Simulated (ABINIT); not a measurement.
Run report: SiO₂, single-point calculation

The run: single-point calculation of SiO₂ (I-42d, 6 atoms in the cell). Method and program: Kohn-Sham DFT of a periodic cell, PBE, JTH PAW PBE v2.0, no spin polarisation (ABINIT 10.8.3).

The structure derives from a Materials Project entry.

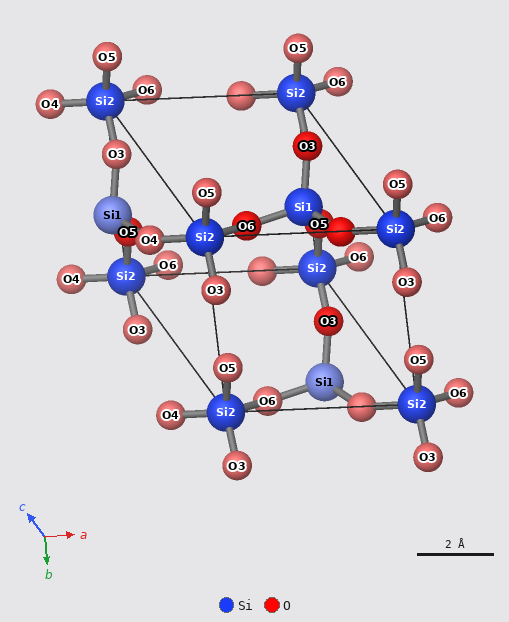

The structure as given in the input (ball-and-stick view of the cell of the calculation, seen at an oblique angle; neighbours outside the cell are drawn fainter; atoms are numbered from 1 in the order of the input). An atom can appear more than once, as a periodic image. Near neighbours in the periodic cell (some may lie outside the picture): Si has 4 O at 1.61 Å; O has 2 Si at 1.61 Å.

**Input**
```
pp_dirpath "./"
pseudos "Si.GGA_PBE-JTH.xml, O.GGA_PBE-JTH.xml"

structure "poscar:POSCAR"
natom 6

ecut 23.0
pawecutdg 45.0
pawxcdev 0
pawovlp 30

kptopt 1
ngkpt 8 8 8
nshiftk 1
shiftk 0.0 0.0 0.0

ixc 11

nband 20
occopt 3
tsmear 0.05 eV

nstep 100
tolvrs 1.0e-9

iomode 3
prtwf 0
prteig 0
prtebands 0
enunit 2
prtden 1
prtvha 1
prtvclmb 1
prtpot 1
```

**File POSCAR**
```
SiO2
1.0
   -2.4772904627      2.4772904627      3.6556712422
    2.4772904627     -2.4772904627      3.6556712422
    2.4772904627      2.4772904627     -3.6556712422
Si O
2 4
Direct
    0.7500000000      0.2500000000      0.5000000000  Si
    0.0000000000      0.0000000000      0.0000000000  Si
    0.8750000000      0.0282138700      0.6532138700  O
    0.7782138700      0.1250000000      0.1532138700  O
    0.9717861300      0.6250000000      0.8467861300  O
    0.3750000000      0.2217861300      0.3467861300  O
```

Run on 4 threads of Arm Neoverse V1, 24 GiB of memory available, shared host.

Launch command:
```bash
mpirun --bind-to none -np 4 abinit run.abi > log 2>&1
```

**Log**
```
.Version 10.8.3 of ABINIT
 Symmetries : space group I-4 2 d (#122); Bravais tI (body-center tetrag.)
================================================================================
 Values of the parameters that define the memory need of the present run
     intxc =       0    ionmov =       0      iscf =      17    lmnmax =       8
     lnmax =       4     mgfft =      45  mpssoang =       2    mqgrid =    3001
     natom =       6  nloc_mem =       2    nspden =       1   nspinor =       1
    nsppol =       1      nsym =       8    n1xccc =       1    ntypat =       2
    occopt =       3   xclevel =       2
       mpw =        3211          nfft =       91125          nkpt =          59
Pmy_natom=         2
 PAW method is used; the additional fine FFT grid is defined by:
   mgfftf=        60    nfftf =    216000
================================================================================
================================================================================

--------------------------------------------------------------------------------
------------- Echo of variables that govern the present computation ------------
--------------------------------------------------------------------------------
 -outvars: echo values of preprocessed input variables --------
            acell      1.0000000000E+00  1.0000000000E+00  1.0000000000E+00 Bohr
              amu      2.80855000E+01  1.59994000E+01
             ecut      2.30000000E+01 Hartree
           enunit           2
                       outvar_i_n : Printing only first  50 k-points.
              ixc          11
                       outvar_i_n : Printing only first  50 k-points.
         kptrlatt        8    0    0      0    8    0      0    0    8
          kptrlen      7.49024081E+01
            natom           6
            nband          20
            ngfft          45      45      45
          ngfftdg          60      60      60
             nkpt          59
            nstep         100
             nsym           8
           ntypat           2
                       prtocc : prtvol=0, do not print more k-points.
           occopt           3
        pawecutdg      4.50000000E+01 Hartree
          pawovlp      3.0000000000E+01
         pawxcdev           0
        prtebands           0
           prteig           0
           prtpot           1
         prtvclmb           1
           prtvha           1
            prtwf           0
            rprim     -4.6814005088E+00  4.6814005088E+00  6.9082174541E+00
                       4.6814005088E+00 -4.6814005088E+00  6.9082174541E+00
                       4.6814005088E+00  4.6814005088E+00 -6.9082174541E+00
          spgroup         122
           tolvrs      1.00000000E-09
           tsmear      1.83746611E-03 Hartree
            typat      1  1  2  2  2  2
           useylm           1
                       outvars : Printing only first  50 k-points.
           xangst     -2.3500188930E-16  2.4772904627E+00  1.8278356211E+00
                       0.0000000000E+00  0.0000000000E+00  0.0000000000E+00
                      -4.7953471354E-01  3.7159356940E+00  9.1391781055E-01
                      -1.2386452314E+00  1.9977557492E+00  2.7417534316E+00
                       1.2386452314E+00  2.9568251762E+00  2.7417534316E+00
                       4.7953471354E-01  1.2386452314E+00  9.1391781055E-01
            xcart     -4.4408920985E-16  4.6814005088E+00  3.4541087271E+00
                       0.0000000000E+00  0.0000000000E+00  0.0000000000E+00
                      -9.0618927646E-01  7.0221007632E+00  1.7270543635E+00
                      -2.3407002544E+00  3.7752112324E+00  5.1811630906E+00
                       2.3407002544E+00  5.5875897853E+00  5.1811630906E+00
                       9.0618927646E-01  2.3407002544E+00  1.7270543635E+00
             xred      7.5000000000E-01  2.5000000000E-01  5.0000000000E-01
                       0.0000000000E+00  0.0000000000E+00  0.0000000000E+00
                       8.7500000000E-01  2.8213870000E-02  6.5321387000E-01
                       7.7821387000E-01  1.2500000000E-01  1.5321387000E-01
                       9.7178613000E-01  6.2500000000E-01  8.4678613000E-01
                       3.7500000000E-01  2.2178613000E-01  3.4678613000E-01
            znucl       14.00000    8.00000

================================================================================

 chkinp: Checking input parameters for consistency.

================================================================================
== DATASET  1 ==================================================================

--- !DatasetInfo
iteration_state: {dtset: 1, }
dimensions: {natom: 6, nkpt: 59, mband: 20, nsppol: 1, nspinor: 1, nspden: 1, mpw: 3211, }
cutoff_energies: {ecut:  23.0, pawecutdg:  45.0, }
electrons: {nelect:   3.20000000E+01, charge:   0.00000000E+00, occopt:   3.00000000E+00, tsmear:   1.83746611E-03, }
meta: {optdriver: 0, ionmov: 0, optcell: 0, iscf: 17, paral_kgb: 0, }
...

 Exchange-correlation functional for the present dataset will be:
  GGA: Perdew-Burke-Ernzerhof functional - ixc=11
  J.P.Perdew, K.Burke, M.Ernzerhof, PRL 77, 3865 (1996)

 Real(R)+Recip(G) space primitive vectors, cartesian coordinates (Bohr,Bohr^-1):
 R(1)= -4.6814005  4.6814005  6.9082175  G(1)=  0.0000000  0.1068056  0.0723776
 R(2)=  4.6814005 -4.6814005  6.9082175  G(2)=  0.1068056  0.0000000  0.0723776
 R(3)=  4.6814005  4.6814005 -6.9082175  G(3)=  0.1068056  0.1068056  0.0000000
 Unit cell volume ucvol=  6.0558845E+02 bohr^3
 Angles (23,13,12)=  1.21416643E+02  1.21416643E+02  8.75633306E+01 degrees

 Coarse grid specifications (used for wave-functions):

 getcut: wavevector=  0.0000  0.0000  0.0000  ngfft=  45  45  45
         ecut(hartree)=     23.000   => boxcut(ratio)=   2.13118

 Fine grid specifications (used for densities):

 getcut: wavevector=  0.0000  0.0000  0.0000  ngfft=  60  60  60
         ecut(hartree)=     45.000   => boxcut(ratio)=   2.07715

--- Pseudopotential description ------------------------------------------------
- pspini: atom type   1  psp file is ./Si.GGA_PBE-JTH.xml
 Pseudopotential format is: paw10
 basis_size (lnmax)=  4 (lmn_size=  8), orbitals=   0   0   1   1
 Spheres core radius: rc_sph= 1.90944987
 Shapefunction is BESSEL type: shapef(r,l)=aa(1,l)*jl(q(1,l)*r)+aa(2,l)*jl(q(2,l)*r)
 Radius for shape functions =  1.60149249
 Compensation charge density is not taken into account in XC energy/potential

- pspini: atom type   2  psp file is ./O.GGA_PBE-JTH.xml
 Pseudopotential format is: paw10
 basis_size (lnmax)=  4 (lmn_size=  8), orbitals=   0   0   1   1
 Spheres core radius: rc_sph= 1.41465230
 Shapefunction is SIN type: shapef(r)=[sin(pi*r/rshp)/(pi*r/rshp)]**2
 Radius for shape functions =  1.20231231
 Compensation charge density is not taken into account in XC energy/potential

   8.90629175E+02                                ecore*ucvol(ha*bohr**3)
--------------------------------------------------------------------------------

================================================================================

--- !BeginCycle
iteration_state: {dtset: 1, }
solver: {iscf: 17, nstep: 100, nline: 4, wfoptalg: 10, }
tolerances: {tolvrs: 1.00E-09, }
...

     iter   Etot(hartree)      deltaE(h)  residm     nres2
 ETOT  1  -73.065398479069    -7.307E+01 9.849E-02 1.160E+02
 ETOT  2  -72.912010519188     1.534E-01 1.411E-02 3.718E+01
 ETOT  3  -72.882465103537     2.955E-02 3.678E-03 2.489E+00
 ETOT  4  -72.882844154538    -3.791E-04 9.128E-04 5.429E-02
 ETOT  5  -72.883335361024    -4.912E-04 6.742E-04 1.196E-02
 ETOT  6  -72.883519393864    -1.840E-04 3.695E-04 2.209E-03
 ETOT  7  -72.883569256491    -4.986E-05 2.060E-04 3.083E-04
 ETOT  8  -72.883579931021    -1.067E-05 1.035E-04 1.191E-04
 ETOT  9  -72.883581308191    -1.377E-06 1.157E-04 4.371E-06
 ETOT 10  -72.883581827892    -5.197E-07 6.614E-05 1.867E-06
 ETOT 11  -72.883582011421    -1.835E-07 7.313E-05 4.035E-07
 ETOT 12  -72.883582077772    -6.635E-08 4.190E-05 1.069E-07
 ETOT 13  -72.883582103134    -2.536E-08 4.533E-05 8.697E-09
 ETOT 14  -72.883582113258    -1.012E-08 2.551E-05 5.788E-09
 ETOT 15  -72.883582117355    -4.097E-09 2.709E-05 2.790E-10

 At SCF step   15       nres2   =  2.79E-10 < tolvrs=  1.00E-09 =>converged.

 Cartesian components of stress tensor (hartree/bohr^3)
  sigma(1 1)= -9.33154106E-05  sigma(3 2)=  0.00000000E+00
  sigma(2 2)= -9.33154106E-05  sigma(3 1)=  0.00000000E+00
  sigma(3 3)= -9.23499337E-05  sigma(2 1)=  0.00000000E+00

--- !ResultsGS
iteration_state: {dtset: 1, }
comment   : Summary of ground state results
lattice_vectors:
- [ -4.6814005,   4.6814005,   6.9082175, ]
- [  4.6814005,  -4.6814005,   6.9082175, ]
- [  4.6814005,   4.6814005,  -6.9082175, ]
lattice_lengths: [   9.56841,    9.56841,    9.56841, ]
lattice_angles: [121.417, 121.417,  87.563, ] # degrees, (23, 13, 12)
lattice_volume:   6.0558845E+02
convergence: {deltae: -4.097E-09, res2:  2.790E-10, residm:  2.709E-05, diffor: null, }
etotal    :  -7.28835821E+01
entropy   :   0.00000000E+00
fermie    :   1.28052346E-01
cartesian_stress_tensor: # hartree/bohr^3
- [ -9.33154106E-05,   0.00000000E+00,   0.00000000E+00, ]
- [  0.00000000E+00,  -9.33154106E-05,   0.00000000E+00, ]
- [  0.00000000E+00,   0.00000000E+00,  -9.23499337E-05, ]
pressure_GPa:   2.7360E+00
xred      :
- [  7.5000E-01,   2.5000E-01,   5.0000E-01, Si]
- [  0.0000E+00,   0.0000E+00,   0.0000E+00, Si]
- [  8.7500E-01,   2.8214E-02,   6.5321E-01,  O]
- [  7.7821E-01,   1.2500E-01,   1.5321E-01,  O]
- [  9.7179E-01,   6.2500E-01,   8.4679E-01,  O]
- [  3.7500E-01,   2.2179E-01,   3.4679E-01,  O]
cartesian_forces: # hartree/bohr
- [  2.76086121E-27,   6.97884986E-21,   2.33864545E-27, ]
- [ -1.38043060E-27,   6.97885539E-21,  -4.67729091E-28, ]
- [ -2.74376992E-03,   4.88519587E-20,  -1.30175567E-20, ]
- [  7.34352825E-20,  -2.74376992E-03,   4.31651200E-20, ]
- [ -7.34352825E-20,   2.74376992E-03,  -4.31651209E-20, ]
- [  2.74376992E-03,  -3.48942562E-20,   1.30175558E-20, ]
force_length_stats: {min:   6.97884986E-21, max:   2.74376992E-03, mean:   1.82917995E-03, }
...

 Integrated electronic density in atomic spheres:
 ------------------------------------------------
 Atom  Sphere_radius  Integrated_density
    1        1.90945          1.99393858
    2        1.90945          1.99393858
    3        1.41465          4.74245920
    4        1.41465          4.74245920
    5        1.41465          4.74245920
    6        1.41465          4.74245920

================================================================================

 ----iterations are completed or convergence reached----

 Mean square residual over all n,k,spin=   31.646E-09; max=  27.093E-06
 reduced coordinates (array xred) for    6 atoms
       0.750000000000      0.250000000000      0.500000000000
       0.000000000000      0.000000000000      0.000000000000
       0.875000000000      0.028213870000      0.653213870000
       0.778213870000      0.125000000000      0.153213870000
       0.971786130000      0.625000000000      0.846786130000
       0.375000000000      0.221786130000      0.346786130000
 rms dE/dt=  1.0488E-02; max dE/dt=  1.2845E-02; dE/dt below (all hartree)
    1       0.000000000000     -0.000000000000      0.000000000000
    2      -0.000000000000      0.000000000000     -0.000000000000
    3      -0.012844685902      0.012844685902      0.012844685902
    4       0.012844685902     -0.012844685902      0.012844685902
    5      -0.012844685902      0.012844685902     -0.012844685902
    6       0.012844685902     -0.012844685902     -0.012844685902

 cartesian coordinates (angstrom) at end:
    1     -0.00000000000000     2.47729046270000     1.82783562110000
    2      0.00000000000000     0.00000000000000     0.00000000000000
    3     -0.47953471354128     3.71593569405000     0.91391781055000
    4     -1.23864523135000     1.99775574915872     2.74175343165000
    5      1.23864523135000     2.95682517624129     2.74175343165000
    6      0.47953471354128     1.23864523135000     0.91391781055000

 cartesian forces (hartree/bohr) at end:
    1      0.00000000000000     0.00000000000000     0.00000000000000
    2     -0.00000000000000     0.00000000000000    -0.00000000000000
    3     -0.00274376992051     0.00000000000000    -0.00000000000000
    4      0.00000000000000    -0.00274376992051     0.00000000000000
    5     -0.00000000000000     0.00274376992051    -0.00000000000000
    6      0.00274376992051    -0.00000000000000     0.00000000000000
 frms,max,avg= 1.2934255E-03 2.7437699E-03   0.000E+00  0.000E+00  0.000E+00 h/b

 cartesian forces (eV/Angstrom) at end:
    1      0.00000000000000     0.00000000000000     0.00000000000000
    2     -0.00000000000000     0.00000000000000    -0.00000000000000
    3     -0.14109032208745     0.00000000000000    -0.00000000000000
    4      0.00000000000000    -0.14109032208745     0.00000000000000
    5     -0.00000000000000     0.14109032208745    -0.00000000000000
    6      0.14109032208745    -0.00000000000000     0.00000000000000
 frms,max,avg= 6.6510616E-02 1.4109032E-01   0.000E+00  0.000E+00  0.000E+00 e/A
 length scales=  1.000000000000  1.000000000000  1.000000000000 bohr
              =  0.529177210544  0.529177210544  0.529177210544 angstroms
 Fermi (or HOMO) energy (hartree) =   0.12805   Average Vxc (hartree)=  -0.29987
 Eigenvalues (hartree) for nkpt=  59  k points:
 kpt#   1, nband= 20, wtk=  0.00195, kpt=  0.0000  0.0000  0.0000 (reduced coord)
  -0.72371   -0.64718   -0.64718   -0.64502   -0.35682   -0.21990   -0.21990   -0.21009
  -0.10966   -0.09397   -0.07527   -0.07527   -0.07331   -0.04255   -0.01710   -0.01710
   0.20017    0.30885    0.37515    0.37522
      occupation numbers for kpt#   1
   2.00000    2.00000    2.00000    2.00000    2.00000    2.00000    2.00000    2.00000
   2.00000    2.00000    2.00000    2.00000    2.00000    2.00000    2.00000    2.00000
   0.00000    0.00000    0.00000    0.00000
 prteigrs : prtvol=0 or 1, do not print more k-points.

 Fermi (or HOMO) energy (eV) =   3.48448   Average Vxc (eV)=  -8.15977
 Eigenvalues (   eV  ) for nkpt=  59  k points:
 kpt#   1, nband= 20, wtk=  0.00195, kpt=  0.0000  0.0000  0.0000 (reduced coord)
 -19.69314  -17.61078  -17.61078  -17.55190   -9.70946   -5.98368   -5.98368   -5.71682
  -2.98405   -2.55696   -2.04809   -2.04809   -1.99495   -1.15778   -0.46539   -0.46539
   5.44701    8.40422   10.20823   10.21032
 prteigrs : prtvol=0 or 1, do not print more k-points.

--- !EnergyTerms
iteration_state     : {dtset: 1, }
comment             : Components of total free energy in Hartree
kinetic             :  3.45495937002864E+01
hartree             :  3.20496343372760E+01
xc                  : -1.68507867206656E+01
Ewald energy        : -3.84400513423932E+01
psp_core            :  1.47068387409005E+00
local_psp           : -9.35607511819412E+01
PAW spherical_terms :  7.89810273723714E+00
internal            : -7.28835745961104E+01
'-kT*entropy'       :  2.50654162397076E-15
total_energy        : -7.28835745961104E+01
total_energy_eV     : -1.98326309932253E+03
...

--- !EnergyTermsDC
iteration_state     : {dtset: 1, }
comment             : '"Double-counting" decomposition of free energy'
band_energy         : -8.41877124346963E+00
Ewald energy        : -3.84400513423932E+01
psp_core            :  1.47068387409005E+00
xc_dc               : -2.98055110960661E+01
PAW spherical_terms :  2.31006769048366E+00
internal            : -7.28835821173552E+01
'-kT*entropy'       :  2.50654162397076E-15
total_energy_dc     : -7.28835821173552E+01
total_energy_dc_eV  : -1.98326330398603E+03
...

--- !EnergyTermsWithPAWCore
iteration_state     : {dtset: 1, }
comment             : 'Components of total free energy, including PAW core contributions'
Total energy        : -8.81430317188580E+02
Total energy DC     : -8.81430324709824E+02
Total energy (eV)   : -2.39849408099360E+04
Total energy DC (eV): -2.39849410145995E+04
...

 Cartesian components of stress tensor (hartree/bohr^3)
  sigma(1 1)= -9.33154106E-05  sigma(3 2)=  0.00000000E+00
  sigma(2 2)= -9.33154106E-05  sigma(3 1)=  0.00000000E+00
  sigma(3 3)= -9.23499337E-05  sigma(2 1)=  0.00000000E+00

-Cartesian components of stress tensor (GPa)         [Pressure=  2.7360E+00 GPa]
- sigma(1 1)= -2.74543417E+00  sigma(3 2)=  0.00000000E+00
- sigma(2 2)= -2.74543417E+00  sigma(3 1)=  0.00000000E+00
- sigma(3 3)= -2.71702886E+00  sigma(2 1)=  0.00000000E+00

== END DATASET(S) ==============================================================
================================================================================

 -outvars: echo values of variables after computation  --------
            acell      1.0000000000E+00  1.0000000000E+00  1.0000000000E+00 Bohr
           etotal     -7.2883582117E+01
            fcart      2.7608612095E-27  6.9788498640E-21  2.3386454530E-27
                      -1.3804306048E-27  6.9788553857E-21 -4.6772909085E-28
                      -2.7437699205E-03  4.8851958711E-20 -1.3017556710E-20
                       7.3435282530E-20 -2.7437699205E-03  4.3165119976E-20
                      -7.3435282530E-20  2.7437699205E-03 -4.3165120912E-20
                       2.7437699205E-03 -3.4894256222E-20  1.3017555774E-20
            rprim     -4.6814005088E+00  4.6814005088E+00  6.9082174541E+00
                       4.6814005088E+00 -4.6814005088E+00  6.9082174541E+00
                       4.6814005088E+00  4.6814005088E+00 -6.9082174541E+00
           strten     -9.3315410631E-05 -9.3315410631E-05 -9.2349933730E-05
                       0.0000000000E+00  0.0000000000E+00  0.0000000000E+00
           xangst     -2.3500188930E-16  2.4772904627E+00  1.8278356211E+00
                       0.0000000000E+00  0.0000000000E+00  0.0000000000E+00
                      -4.7953471354E-01  3.7159356940E+00  9.1391781055E-01
                      -1.2386452314E+00  1.9977557492E+00  2.7417534316E+00
                       1.2386452314E+00  2.9568251762E+00  2.7417534316E+00
                       4.7953471354E-01  1.2386452314E+00  9.1391781055E-01
             xred      7.5000000000E-01  2.5000000000E-01  5.0000000000E-01
                       0.0000000000E+00  0.0000000000E+00  0.0000000000E+00
                       8.7500000000E-01  2.8213870000E-02  6.5321387000E-01
                       7.7821387000E-01  1.2500000000E-01  1.5321387000E-01
                       9.7178613000E-01  6.2500000000E-01  8.4678613000E-01
                       3.7500000000E-01  2.2178613000E-01  3.4678613000E-01
 Calculation completed.
```

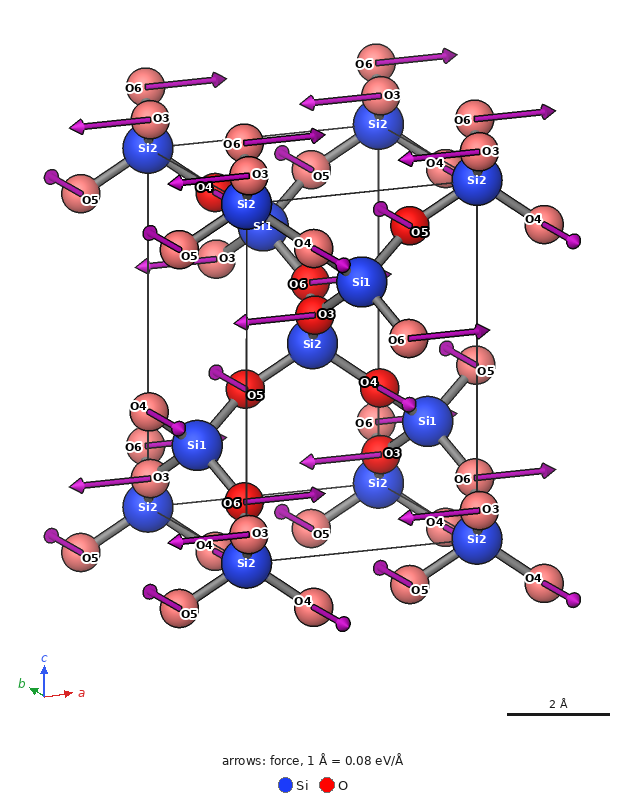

Forces on the atoms as pink arrows (ball-and-stick view of the cell 2 times as large as that of the calculation, set on its symmetry axes, seen slightly off an axis; neighbours outside the cell are drawn fainter; atoms are numbered from 1 in the order of the input). The largest act on all 4 O atoms (0.14 eV/Å). The geometry is not a stationary point of this energy.

**Results in brief**

```tsv
quantity	value
outcome	converged
space group (tolerance 0.01 Å)	I-42d (122)
electrons treated	32
free energy	−1983.2633 eV
Fermi energy	3.484 eV
gap on the k-point mesh	5.91 eV
pressure	2.74 GPa
largest force (length of the vector)	0.141 eV/Å
wall time	59 s (CPU time 3.9 min)
peak memory	0.64 GiB
```
